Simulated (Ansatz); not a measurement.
A series of calculations on Al₄₉O₇₁

Part 1: Relaxation

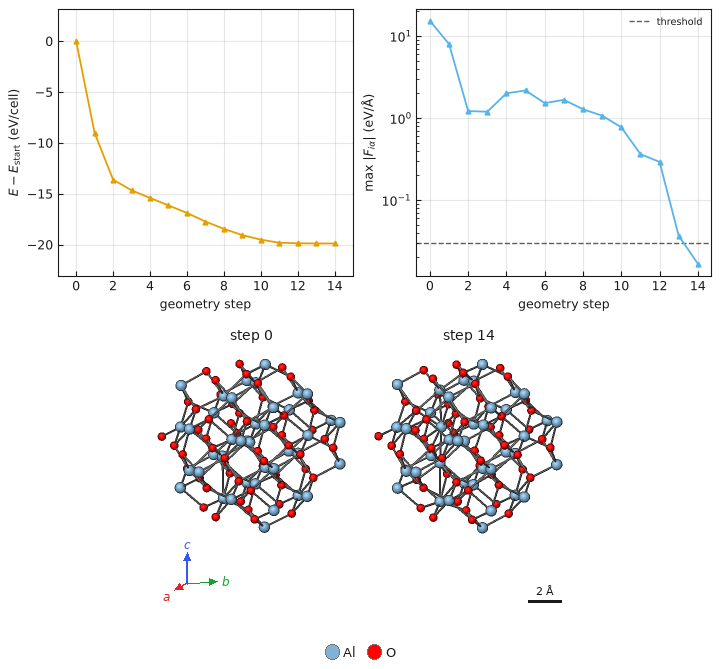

First and last geometry of a relaxation of a defect cell of composition Al49O71 (cell charge +3), with the history of the run. Style: ball-and-stick. Shown: the atoms within 5.8 Å of the atom that moves most (axes of the cell of the calculation (origin shifted)), slightly off an axis.

The calculation used Ansatz 0.2.0, DFT, PBEsol, PAW, plane waves. Set-up: plane-wave cutoff 420 eV; k-point mesh 1 × 1 × 1; mesh shifted by (0.25, 0.25, 0.25); no spin polarisation; atoms relaxed in a fixed cell; force threshold 0.03 eV/Å; at most 80 steps.

**What do the curves and the structures tell?**

It converged. An Al atom moves most: 1.87 Å along [0 −2 1]. By element the largest moves are Al 1.87 Å, O 0.21 Å. The lattice vectors keep their values. Some distances before and after: Al–O 4.003 → 1.925 Å, Al–Al 2.007 → 3.677 Å, Al–Al 3.390 → 2.339 Å, Al–O 2.919 → 1.897 Å. New bonds form, among them: Al–O (2.67 → 1.86 Å), Al–O (2.73 → 1.87 Å), Al–O (2.92 → 1.90 Å), Al–O (4.00 → 1.92 Å). Among the angles between lasting bonds that change: Al–O–Al 134.9° → 123.6°, O–Al–O 91.5° → 81.3°, Al–O–Al 95.2° → 85.3°. The energy falls by 19.885 eV per cell of the calculation in 14 geometry steps. Largest force component: 15 eV/Å at the start, 0.017 eV/Å at the end.

```tsv
step	E − E(0), meV/atom	largest force component, eV/Å
0	0.00	15.2875
1	-75.23	7.9846
2	-113.45	1.2163
3	-122.19	1.1951
4	-128.41	2.0039
5	-134.56	2.1708
6	-140.71	1.5206
7	-147.75	1.6683
8	-153.77	1.2803
9	-158.87	1.0698
10	-162.59	0.7726
11	-165.09	0.3639
12	-165.59	0.2921
13	-165.70	0.0367
14	-165.71	0.0168
```

Limits of the set-up: the cell is charged, on a uniform background, and energies carry no finite-size correction.

Part 2: Relaxation

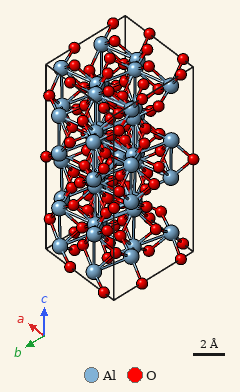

Starting structure of a defect cell of composition Al49O71 (cell charge −2). A ball-and-stick model of the cell of the calculation (origin shifted), seen from a free direction.

Computed with DFT, PBEsol, PAW, plane waves (Ansatz).

(plane-wave cutoff 420 eV; k-point mesh 1 × 1 × 1; mesh shifted by (0.25, 0.25, 0.25); collinear spin; atoms relaxed in a fixed cell; force threshold 0.03 eV/Å; at most 80 steps)

```
Al O
1.0
     9.54786    0.00000    0.00000
    -4.77393    8.26869    0.00000
     0.00000    0.00000   13.01358
Al O
49 71
Cartesian
  2.3694 1.3715 2.4150
  0.0127 5.5081 2.4393
  7.1822 1.4006 2.4322
  4.7682 5.4727 2.4378
  -0.0109 2.7359 0.2418
  -2.3261 6.8728 0.2521
  4.7981 2.7522 0.2577
  2.3918 6.8738 0.2371
  0.0039 2.7549 4.0980
  -2.4088 6.8814 4.0917
  4.8142 2.8061 4.0936
  2.3927 6.9065 4.0680
  -0.0089 2.7731 6.7432
  -2.3709 6.8861 6.7568
  4.7890 2.7344 6.7693
  2.4285 6.8930 6.7456
  0.0085 0.0134 4.5932
  7.1621 4.1032 4.6081
  -0.0238 8.2320 4.5667
  2.3802 4.0876 4.6001
  4.7708 8.2471 1.9074
  -2.3932 4.1460 1.9165
  -0.0218 8.2554 1.9187
  2.3817 4.1156 1.9632
  -0.0167 0.0488 8.4709
  -2.3792 4.1436 8.4230
  0.0046 8.2576 8.4315
  2.3969 4.1263 8.4118
  0.0150 0.0237 11.1075
  -2.3489 4.1456 11.0710
  4.7507 0.0181 11.0650
  2.3884 4.1185 11.0337
  4.0572 4.2681 7.6196
  2.3571 1.3639 8.9283
  -0.0050 5.5225 8.9160
  7.1892 1.3720 8.8939
  4.8080 5.5081 8.9321
  2.4034 1.3718 6.2864
  0.0257 5.5050 6.3018
  7.1941 1.3683 6.2617
  4.7711 5.5379 6.2391
  2.4002 1.3799 12.7704
  0.0083 5.4925 12.8160
  7.1437 1.3635 12.7850
  4.7779 5.5349 12.7866
  -0.0068 2.7518 10.5868
  -2.3998 6.8558 10.6313
  4.7475 2.8059 10.5987
  2.3818 6.8966 10.5786
  -3.3014 8.2295 3.2605
  -0.9044 4.1626 3.2281
  6.2416 0.0181 3.2568
  3.8663 4.1211 3.2560
  3.1092 0.1148 1.1176
  0.7239 4.2478 1.0676
  7.8608 0.1086 1.1070
  5.5007 4.2300 1.0732
  -0.7202 1.2486 3.2210
  6.4033 5.3761 3.2692
  4.0335 1.2518 3.2464
  1.6714 5.4301 3.2517
  1.6236 2.8783 3.2433
  -0.7158 7.0176 3.2687
  6.4634 2.8532 3.2495
  4.0377 7.0173 3.2591
  0.9380 1.4040 1.1002
  -1.4425 5.4712 1.0770
  5.6784 1.4049 1.0667
  3.3152 5.5172 1.1001
  1.6676 0.1166 7.6151
  -0.7319 4.2235 7.5813
  6.4394 0.1246 7.5997
  0.7141 1.5167 5.4318
  -1.6447 5.6199 5.4243
  5.5293 1.4832 5.4438
  3.0904 5.6492 5.4167
  -1.5036 2.7870 5.4211
  -3.8249 6.9021 5.4057
  3.3403 2.7419 5.3824
  0.9021 6.8936 5.4448
  -0.7531 1.4905 11.9067
  -3.0959 5.6079 11.9479
  4.0399 1.4349 11.9266
  1.6271 5.6025 11.9504
  7.8774 2.8738 9.7637
  5.4808 6.9873 9.7898
  3.1329 2.8408 9.7535
  0.7294 7.0309 9.7557
  3.1372 2.6054 1.0940
  0.7330 6.7882 1.0629
  7.8558 2.6546 1.0890
  5.4912 6.8064 1.0830
  3.8695 1.3548 7.5970
  1.4508 5.5210 7.6036
  8.6336 1.4021 7.5822
  6.2245 5.5159 7.5762
  1.6586 2.6445 7.5737
  -0.7441 6.7842 7.5686
  6.4342 2.6267 7.6221
  4.0569 6.8194 7.5785
  0.7109 4.0287 5.3986
  -1.6655 8.1364 5.4256
  5.4955 4.0418 5.4101
  3.1144 8.1300 5.4132
  1.4744 2.7516 11.9448
  -0.9174 6.8917 11.9553
  6.2217 2.7560 11.8908
  3.8581 6.8972 11.9113
  3.3238 0.0069 9.7420
  0.8981 4.0909 9.7981
  3.3420 8.2680 9.7688
  5.6317 4.1270 9.7699
  0.7641 1.2710 9.7507
  -1.6272 5.3800 9.8017
  5.5161 1.2417 9.7959
  3.1043 5.4014 9.7728
  -0.7433 4.0162 11.9271
  -3.0897 8.1577 11.8698
  4.0463 4.0614 11.9264
  1.6711 8.1886 11.9066
```

Predict the outcome.

Answer. The energy falls by 8.933 eV per cell of the calculation in 13 geometry steps. The largest force component goes from 9.2 to 0.016 eV/Å. The largest move is that of Al33, 0.77 Å along [−3 −1 −3]. Largest moves by element: Al 0.77 Å, O 0.36 Å. The cell stays as it was. Some distances before and after: Al20–Al33 3.459 → 2.779 Å, Al15–O103 2.014 → 2.675 Å, Al15–O79 2.006 → 2.619 Å, Al41–O76 1.874 → 2.454 Å. Bonds break, among them: Al41–O76 (1.87 → 2.45 Å). Among the angles between lasting bonds that change: Al15–Al33–Al37 131.6° → 102.1°, Al33–Al41–O96 77.8° → 105.8°, Al14–Al41–Al33 118.8° → 146.6°.

After the run, drawn alike:

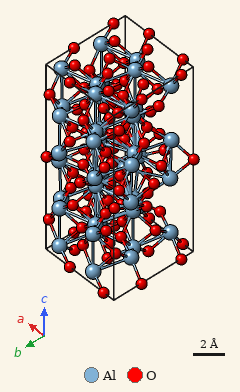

Limits of the set-up: the cell is charged, on a uniform background, and energies carry no finite-size correction.

Part 3: Defect

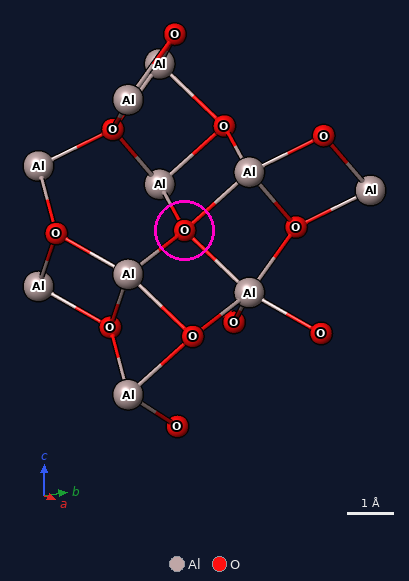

Perfect Al2O3. A ball-and-stick model of the atoms within 4.6 Å of one point, in a slice 3.4 Å thick across the line of sight, seen slightly off an axis.

Method: DFT, PBEsol, PAW, plane waves (Ansatz). Settings: plane-wave cutoff 420 eV; k-point mesh 1 × 1 × 1; mesh shifted by (0.25, 0.25, 0.25); no spin polarisation. Fermi-Dirac smearing of 0.01 eV. A uniform background neutralises the charged cell. The axes drawn are those of the host's conventional cell.

An oxygen atom is replaced by aluminium at the ringed place, in charge state −1. The supercell has 120 sites, and the atoms are relaxed at the host's cell.

**How do the neighbours respond?**

In the host the O atom has 4 Al at 1.86 to 1.98 Å; the Al atom ends with 2 O at 2.01 to 2.08 Å, 3 Al at 2.23 to 2.25 Å. Of the host's atoms, an aluminium atom moves furthest from its site, by 0.60 Å. The Al atom itself moves 0.93 Å from where it was put.

The relaxed defect, seen from the same direction:

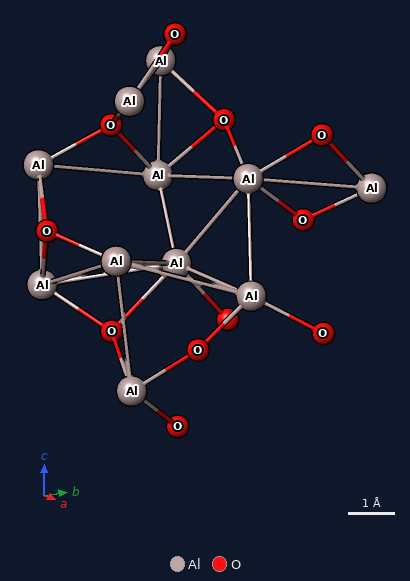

Limits of the set-up: the cell is charged, on a uniform background, and energies carry no finite-size correction.

Part 4: Defect

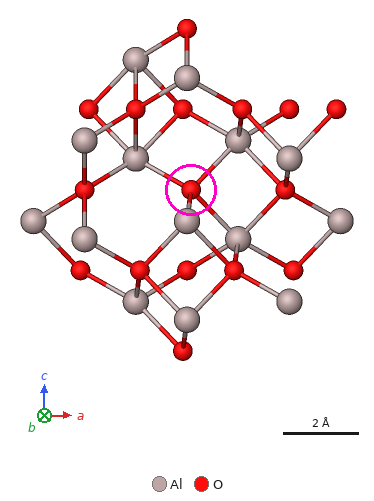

Perfect Al₂O₃. Style: ball-and-stick. Shown: the atoms within 4.6 Å of one point, in a slice 3.4 Å thick across the line of sight, along the b axis.

These are results of Ansatz 0.2.0, DFT, PBEsol, PAW, plane waves, not measurements. Set-up: plane-wave cutoff 420 eV; k-point mesh 1 × 1 × 1; mesh shifted by (0.25, 0.25, 0.25); collinear spin. Fermi-Dirac smearing of 0.01 eV. The axes drawn are those of the host's conventional cell.

An oxygen atom is replaced by aluminium at the ringed place, in charge state 0. The supercell has 120 sites, and the atoms are relaxed at the host's cell.

Predict the relaxed surroundings of the defect.

In the host the O atom has 4 Al at 1.86 to 1.98 Å; the Al atom ends with 2 O at 1.91 to 1.99 Å, 3 Al at 2.24 to 2.30 Å. Of the host's atoms, an aluminium atom moves furthest from its site, by 0.54 Å. The Al atom itself moves 1.02 Å from where it was put. The cell's net moment is 1.00 μB.

The relaxed defect, seen from the same direction:

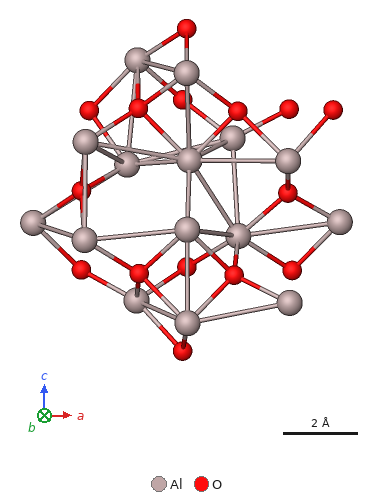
